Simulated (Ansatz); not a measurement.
Run report: Sn$_{2}$Ge, band-structure calculation

- system: Sn$_{2}$Ge (I4₁/amd, 6 atoms in the cell)
- method: DFT PBE, scalar-relativistic, plane waves, PAW, no spin polarisation (Ansatz 0.2.0)

The structure was made by a generator, so it may or may not be a known phase.

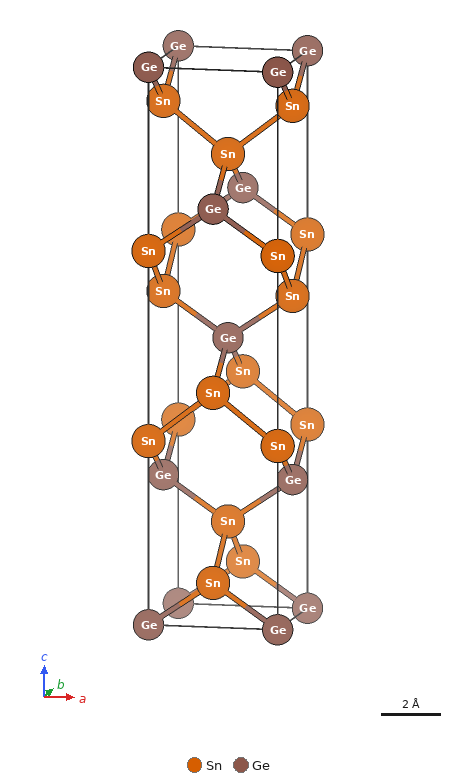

**Figure 1.** The input geometry (ball-and-stick view of the cell 2 times as large as that of the calculation, set on its symmetry axes, seen slightly off an axis). An atom can appear more than once, as a periodic image. Near neighbours in the periodic cell (some may lie outside the picture): Sn has 2 Ge at 2.72 Å and 2 Sn at 2.84 Å; Ge has 4 Sn at 2.72 Å.

Input file
```yaml
crystal:
  lattice:
    - [-2.2473768435, 2.2473768435, 9.5881291291]
    - [2.2473768435, -2.2473768435, 9.5881291291]
    - [2.2473768435, 2.2473768435, -9.5881291291]
  atoms:
    - { symbol: Sn, position: [0.6704757175, 0.6704757175, 0.0] }
    - { symbol: Sn, position: [0.3295242825, 0.3295242825, 0.0] }
    - { symbol: Sn, position: [0.0795242825, 0.5795242825, 0.5] }
    - { symbol: Sn, position: [0.4204757175, 0.9204757175, 0.5] }
    - { symbol: Ge, position: [0.0, 0.0, 0.0] }
    - { symbol: Ge, position: [0.75, 0.25, 0.5] }
basis:
  ecutwfc: 420
kpoints:
  mp_grid: { grid: [12, 12, 12] }
  band_path:
    path:
      - [[0.0, 0.0, 0.0], [0.0, 0.0, 0.5], [0.25, 0.25, 0.25], [0.0, 0.5, 0.0], [0.0, 0.0, 0.0], [0.5, 0.5, -0.5], [0.26373485, 0.73626515, -0.26373485]]
      - [[-0.26373485, 0.26373485, 0.26373485], [0.0, 0.0, 0.0]]
      - [[0.0, 0.0, 0.5], [-0.02746971, 0.02746971, 0.5]]
      - [[0.5, 0.5, -0.02746971], [0.5, 0.5, -0.5]]
    npoints: 14
hamiltonian:
  xc: pbe
scf:
  occupations: { method: gaussian, width: 0.1 }
  n_extra_bands: 15
output:
  forces: true
  stress: true
  eigenvalues: true
  populations: true
  dos: { projected: true, de: 0.02, nscf_kmesh: { grid: [15, 15, 15] } }
  bader: true
  write_density: true
  write_potential: true
  elf: true
  volumetric_format: npy
```

Machine: 1 thread of Intel Xeon @ 2.50GHz (Skylake/Cascade Lake), 189 GiB of memory available, shared host.

Launch command:
```bash
ansatz run input.yaml --threads 1 --pin off --max-ram 2560MiB --backend cpu --events-out ev --progress --plain --runs-dir out
```

What the program printed
```
basis.fft_grid_basis auto: the FFT boxes are laid along the combinations [[1, -1, 0], [0, 1, 0], [1, 0, 1]] of the cell's own vectors, 6.357, 10.101 and 4.495 Å long. The dense box has 45×72×32 points. Along the cell's own vectors, as sized, it would have 72×72×72, 3.60 times as many. Of the 16 symmetry operations that the crystal satisfies within crystal.symmetry.tolerance (time reversal apart; of a slab, those that keep its plane) the dense box along the cell's own vectors carries 16, and the one as laid loses 15 of those. basis.fft_grid_basis: typed keeps the cell's own vectors: state it where this run's energies or levels are differenced outside the engine with another run's, or held beside a run that keeps those vectors. Those combinations have planes normal to reciprocal vector 3, as the cell's own vectors have. Each planar average written beside output.write_density, output.write_potential has a row for each plane of the box: 32. The volumetric files lie along those combinations, not along the cell's own vectors: a cube or XSF file states them, and fields.json those of NumPy files.
scf.n_extra_bands = 15 over 42 filled bands (N_el = 84.0): the run solves 57 bands
Engine: ansatz 0.2.0, x86_64-unknown-linux-gnu
Pseudopotentials: kind: paw
Pseudopotential: Sn, paw, valence charge 14, recommended cutoff 420 eV (normal), Sn.paw.azcp
Pseudopotential: Ge, paw, valence charge 14, recommended cutoff 420 eV (normal), Ge.paw.azcp
Functional definition: PBE
  parameter kappa = 0.804
  parameter beta = 0.06672455060314922
  exchange = pbe_x(kappa = kappa, mu = beta*pi^2/3)
  correlation = pbe_c(beta = beta)
Crystal: 6 atoms, lattice volume = 193.707 Å³
Basis set: ecut = 420 eV, 3777 PW (Γ), FFT grids on a1−a2, a2, a1+a3, exchange–correlation on 90×144×64 points (8 copies of the dense FFT grid, shifted against one another)
Bands: 57, of which v1, the nominal top of the filled ones, is band 42 counted from 1 (41 counted from 0)
Symmetry: 16 space group operations
Space group: I41/amd (ITA 141), of the structure as read, at distance tolerance 5.8e-5 Å
k-points: 163 of 1728
Non-local potential: Sn, projectors of the file, l = 0: 2, l = 1: 2, l = 2: 2, l = 3: 2
Non-local potential: Ge, projectors of the file, l = 0: 2, l = 1: 2, l = 2: 3, l = 3: 1
PAW form: soft (Blöchl's): semilocal exchange-correlation on the pseudo side does not see the compensation charge
PAW one-centre angular grid: Sn, 590 points (default); XC on 64 Gauss nodes
PAW one-centre angular grid: Ge, 590 points (default); XC on 64 Gauss nodes
Initial density: superposition of atomic densities (neutral atoms: chi_scale 0, normalization atom), corrected by the library's trained network
Initial wavefunctions: pseudopotential atomic-orbital guess
Functional: x = pbe(κ = 0.804, μ = 0.2195149727645171), c = pbe(β = 0.06672455060314922)
SCF iter   1: F=—  HF=-32686.586527 eV  |F-HF|=—  |Δ(HF+E_count)|=         —  Δρ=1.31e-3  dr2=8.51e-3  ethr=1.77e-3  ⟨swp⟩=7.7  Hψ=40373  notcnv=0  defer=312
preconditioner: auto → LDOS  [metal: Δε(μ)=0.025 eV  Ē_g=21.652 eV  σ=0.100 eV  W_gap=0.14  n_scr=50 (ndim 8)  ℏωp=24.5 eV  f_vac=0.104  D(μ)=0.59/eV (n_scr^D=2)  β→1.0]
SCF iter   2: F=—  HF=-32686.585593 eV  |F-HF|=—  |Δ(HF+E_count)|=   9.34e-4  Δρ=1.30e-3  dr2=9.24e-3  ethr=1.01e-5  ⟨swp⟩=2.0  Hψ=16043  notcnv=0  defer=428
SCF iter   3: F=—  HF=-32686.582565 eV  |F-HF|=—  |Δ(HF+E_count)|=   3.03e-3  Δρ=2.36e-4  dr2=1.59e-4  ethr=1.01e-5  ⟨swp⟩=2.4  Hψ=13554  notcnv=0  defer=428
SCF iter   4: F=—  HF=-32686.582521 eV  |F-HF|=—  |Δ(HF+E_count)|=   4.39e-5  Δρ=1.16e-4  dr2=2.20e-5  ethr=1.89e-7  ⟨swp⟩=2.0  Hψ=14738  notcnv=0  defer=428
SCF iter   5: F=—  HF=-32686.582483 eV  |F-HF|=—  |Δ(HF+E_count)|=   3.83e-5  Δρ=2.34e-5  dr2=1.09e-6  ethr=2.62e-8  ⟨swp⟩=2.0  Hψ=14750  notcnv=0  defer=428
SCF iter   6: F=-32686.582482 eV  HF=-32686.582483 eV  |F-HF|=1.31e-7  |Δ(HF+E_count)|=   1.01e-7  Δρ=7.27e-6  dr2=9.04e-8  ethr=1.19e-10  ⟨swp⟩=15.4  Hψ=74770  notcnv=0
SCF 1 converged in 6 iterations: F = -32686.582482 eV  dr2 = 9.04e-8
  greatest PAW one-centre occupation: 0.998 electrons in one spin orbital (limit 2), on the Ge atom at site 5 (counted from 0), in its partial waves of l = 2
```

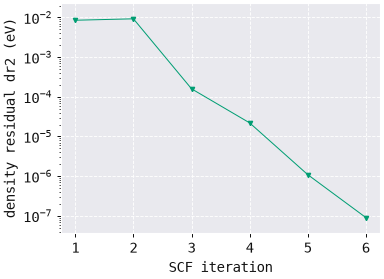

**Figure 2.** Convergence of the self-consistent field: density residual dr2 against the SCF iteration. The residual falls almost steadily, with no more than small rises.

```
NSCF: frozen V_eff on 130 k-points
NSCF: frozen V_eff on 288 k-points
SCF converged after 6 iterations
Free energy (F): -32686.582482 eV
Harris-Foulkes:  -32686.582483 eV  (|F-HF|=1.31e-7)
Internal energy: -32686.579567 eV  (E = F + TS)
E sigma→0 (E₀):  -32686.581025 eV
Entropy (-TS):   -0.002915 eV (-0.486 meV/atom)
Fermi energy:    7.204686 eV
--- Per-component energies (eV) ---
  E_band       = -854.900397
  E_kinetic    = 967.302764
  E_local      = -9906.696244  (includes V_loc(G=0)·N_el)
  E_nonlocal   = 706.536836
  E_hartree    = 4969.776650
  E_xc         = -1677.118373
  E_vxc        = -508.214129  (∫ρ·V_xc dr)
  E_paw        = -20589.098452  (= ΣΔE_a)
  E_vpaw       = -2053.350860  (= ΣTr[D̂ρ^β])
  E_aug_tail   = 0.000590  (compensation charges beyond the density's cutoff)
  E_ewald      = -7157.283339
  E_smearing   = -0.002915  (= −TS)
  E_closure    = -0.000000  (closes the sum)
  Σ components = -32686.582482   (vs F -32686.582482, Δ=0.00e0)
--- Forces (eV/Å), atoms counted from 1 ---
  atom   1  Sn    -0.00000000     0.00000000     0.00002921
  atom   2  Sn    -0.00000000     0.00000000    -0.00002921
  atom   3  Sn     0.00000000     0.00000000    -0.00002921
  atom   4  Sn     0.00000000     0.00000000     0.00002921
  atom   5  Ge    -0.00000000    -0.00000000    -0.00000000
  atom   6  Ge     0.00000000    -0.00000000     0.00000000
  max |Σ_I F_I| component: 8.67e-19 eV/Å
--- Stress (GPa, compression-positive) ---
       -0.001147      -0.000000      -0.000000
       -0.000000      -0.001147      -0.000000
       -0.000000      -0.000000      -0.000436
  P = ⅓ Tr σ = -0.0009 GPa (-0.009 kbar)
--- Band table (eV; the first three rows and the last of 163) ---
  k-point 0: bands = ["-17.3564", "-17.3564", "-17.3540", "-17.3540", "-17.3540", "-17.3540", "-17.3406", "-17.3404", "-17.3404", "-17.3403", "-14.4001", "-14.4001", "-14.2906", "-14.2849", "-14.2650", "-14.2647", "-14.2262", "-14.2249", "-14.2167", "-14.2167", "-14.1488", "-14.1488", "-14.1046", "-14.0996", "-14.0947", "-14.0933", "-14.0687", "-14.0685", "-13.9733", "-13.9733", "-3.6020", "-2.5533", "-1.7618", "1.3895", "1.9609", "5.1152", "5.1152", "5.2510", "5.2510", "5.9983", "7.2810", "7.3857", "7.3857", "8.0400", "8.2161", "8.6727", "8.9610", "9.5139", "9.5139", "9.7802", "12.4679", "13.1028", "13.1028", "13.4669", "13.4669", "13.7991", "14.4464"]
  k-point 1: bands = ["-17.3566", "-17.3565", "-17.3541", "-17.3540", "-17.3540", "-17.3539", "-17.3404", "-17.3404", "-17.3403", "-17.3402", "-14.3993", "-14.3987", "-14.2904", "-14.2849", "-14.2595", "-14.2589", "-14.2269", "-14.2269", "-14.2193", "-14.2166", "-14.1491", "-14.1456", "-14.1021", "-14.0975", "-14.0947", "-14.0943", "-14.0741", "-14.0738", "-13.9745", "-13.9740", "-3.5137", "-2.4894", "-1.6939", "1.2776", "1.8432", "4.7897", "4.8361", "5.1382", "5.2782", "5.4942", "6.9224", "7.0211", "7.8530", "8.5270", "8.8840", "8.9249", "9.2530", "9.2655", "9.9787", "10.2180", "12.0521", "12.3237", "12.9945", "13.0578", "13.3764", "14.3596", "14.6645"]
  k-point 2: bands = ["-17.3568", "-17.3568", "-17.3543", "-17.3542", "-17.3539", "-17.3539", "-17.3404", "-17.3404", "-17.3400", "-17.3398", "-14.3958", "-14.3941", "-14.2906", "-14.2857", "-14.2447", "-14.2436", "-14.2311", "-14.2294", "-14.2262", "-14.2168", "-14.1489", "-14.1376", "-14.0967", "-14.0955", "-14.0953", "-14.0915", "-14.0882", "-14.0880", "-13.9789", "-13.9773", "-3.2508", "-2.3049", "-1.4978", "0.9791", "1.5348", "3.9056", "4.3326", "4.6605", "5.2394", "5.3625", "6.2713", "6.3879", "8.7032", "8.7982", "9.5069", "9.6498", "9.6785", "10.0131", "10.8891", "10.9401", "11.0591", "11.4613", "12.9237", "13.0455", "13.4242", "14.0906", "14.8947"]
  k-point 162: bands = ["-17.3564", "-17.3564", "-17.3540", "-17.3540", "-17.3540", "-17.3540", "-17.3405", "-17.3405", "-17.3403", "-17.3403", "-14.4001", "-14.4001", "-14.2883", "-14.2883", "-14.2641", "-14.2641", "-14.2256", "-14.2256", "-14.2165", "-14.2165", "-14.1490", "-14.1490", "-14.1025", "-14.1025", "-14.0940", "-14.0940", "-14.0683", "-14.0683", "-13.9732", "-13.9732", "-3.2639", "-3.2639", "-0.4451", "-0.4451", "4.0705", "4.0705", "4.8078", "4.8078", "5.9649", "5.9649", "6.6436", "6.6436", "8.0398", "8.0398", "8.5017", "8.5017", "9.4089", "9.4089", "10.8601", "10.8601", "11.0906", "11.0906", "13.1728", "13.1728", "14.0727", "14.0727", "14.8905"]
--- Löwdin populations: 6 sites ---
  site symbol       q [e]
     0     Sn     13.8538
     1     Sn     13.8538
     2     Sn     13.8538
     3     Sn     13.8538
     4     Ge     14.2252
     5     Ge     14.2252
  spilling = 0.001600 (of n_electrons = 84.000000)
--- Bader charges: 6 sites ---
  site symbol  charge [e]  shift [e]
     0     Sn      0.1436     0.0000
     1     Sn      0.1436     0.0000
     2     Sn      0.1436     0.0000
     3     Sn      0.1436     0.0000
     4     Ge     -0.2872     0.0000
     5     Ge     -0.2872     0.0000
  estimated error of the sums over rays = 3.9e-4 e
```

File bader_charges.tsv
```
# site	symbol	x_ang	y_ang	z_ang	partial_charge_e	electrons	volume_ang3	relative_density_drop	shared_charge_e	partial_wave_shift_e
# quadrature_error_electrons = 3.9e-4
0	Sn	0.0000	0.0000	12.8572	0.14360	49.85640	33.50	-	0.14360	0.00001
1	Sn	0.0000	0.0000	6.3190	0.14360	49.85640	33.50	-	0.14360	0.00001
2	Sn	2.2474	0.0000	1.5250	0.14359	49.85641	33.50	-	0.14359	0.00001
3	Sn	2.2474	0.0000	8.0632	0.14360	49.85640	33.50	-	0.14360	0.00001
4	Ge	0.0000	0.0000	0.0000	-0.28719	32.28719	29.85	-	-0.28719	0.00002
5	Ge	0.0000	2.2474	4.7941	-0.28719	32.28719	29.85	-	-0.28719	0.00002
```

File populations.tsv
```
# site	symbol	l	j	q
# orbitals = lowdin
# n_electrons = 84.000000
# spilling = 0.001600
0	Sn	0_5S	-	1.405051
0	Sn	1_5P	-	2.458300
0	Sn	2_4D	-	9.990439
1	Sn	0_5S	-	1.405051
1	Sn	1_5P	-	2.458300
1	Sn	2_4D	-	9.990439
2	Sn	0_5S	-	1.405051
2	Sn	1_5P	-	2.458300
2	Sn	2_4D	-	9.990439
3	Sn	0_5S	-	1.405051
3	Sn	1_5P	-	2.458300
3	Sn	2_4D	-	9.990439
4	Ge	0_4S	-	1.464808
4	Ge	1_4P	-	2.762552
4	Ge	2_3D	-	9.997868
5	Ge	0_4S	-	1.464808
5	Ge	1_4P	-	2.762552
5	Ge	2_3D	-	9.997868
```

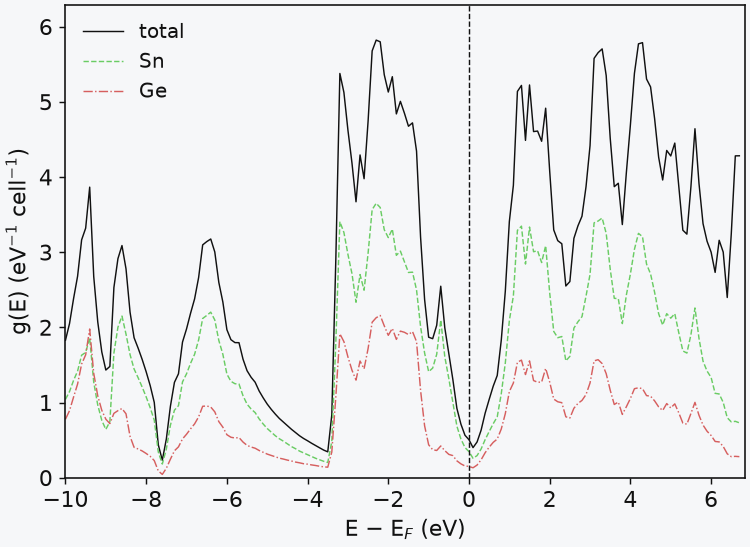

**Figure 3.** Density of states (projected on Löwdin-orthogonalised atomic shells), with energies from the Fermi level. There are states at the Fermi level: a metal at this level of theory.

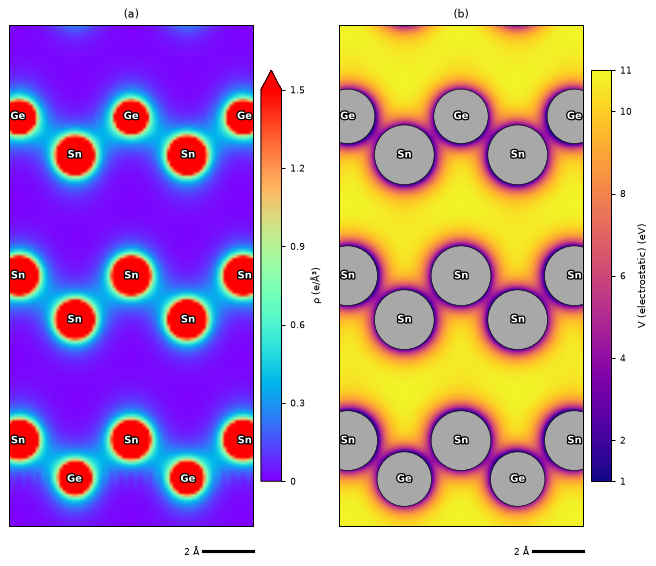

**Figure 4.** (a) valence electron density; (b) electrostatic potential energy of an electron on the (100) plane of the conventional cell. Grey discs, where drawn, cover atomic cores. Atoms in the plane: Sn and Ge. Sn–Ge (2.72 Å): the density is about 0.38 e/Å³ at the midpoint. Sn–Sn (2.84 Å): ρ is about 0.35 e/Å³ halfway. Away from the nuclei the density in this plane falls to 0.004 e/Å³ at its lowest. Outside the cores the potential energy rises away from the atoms and is highest about 2.6 Å from the nearest atoms; outside the discs it spans about 10 eV, and its zero is arbitrary. The fields are those of the smooth PAW valence density.

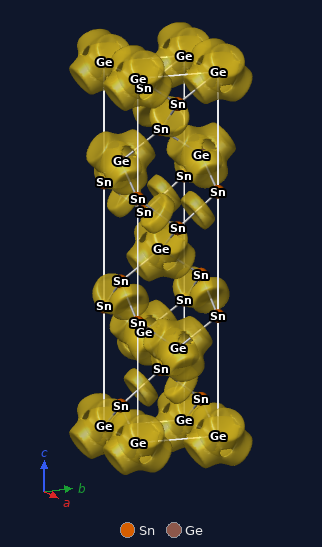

**Figure 5.** Isosurface of the ELF at 0.45 (yellow), seen slightly off an axis. Only the valence region is drawn (cores and ρ < 0.01 e/Å³ removed). Sticks mark near contacts. The outline is the cell set on symmetry axes. Along the contacts the grid gives the following. Sn–Ge (2.72 Å): the ELF peaks at about 0.70 between the atoms. Sn–Sn (2.84 Å): the ELF peaks at about 0.65 between the atoms.

Key numbers

```csv
quantity,value
outcome,converged
space group (tolerance 0.01 Å),I4₁/amd (141)
electrons treated,84
free energy,−32686.5825 eV
Fermi energy,7.205 eV
gap on the k-point mesh,none (metallic)
pressure,0.00 GPa
largest force (length of the vector),under 0.001 eV/Å
wall time,11 min
peak memory,2.1 GiB
```
